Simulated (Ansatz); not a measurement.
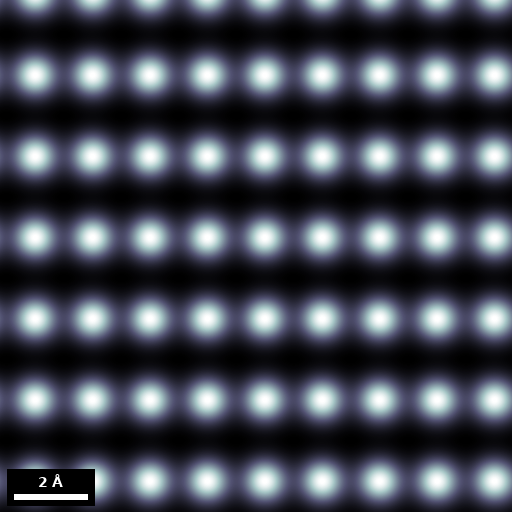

iDPC-like image of a crystal. Simulated as the projected potential of neutral atoms (B = 0.5 Å²) blurred by a 0.76 Å probe, the thin-sample limit of integrated differential phase contrast.

> What two-dimensional lattice does the image show, and how large is its cell?

The pattern repeats on a rectangular net of 1.6 × 2.2 Å.

> What is the plane group of the image?

p2mm: mirror lines in two perpendicular directions, with twofold points where they cross.

> How many columns does the smallest repeating cell hold, and how many levels of brightness?

1 column in the primitive cell of 3.5 Å², all of one brightness.

The crystal is Os (Im-3m, No. 229) seen along [110]. Structure: the geometry relaxed with Ansatz 0.2.0, DFT, BLYP, plane waves (420 eV) with PAW, scalar-relativistic; the starting structure was generated, so it need not be a known form of this composition.
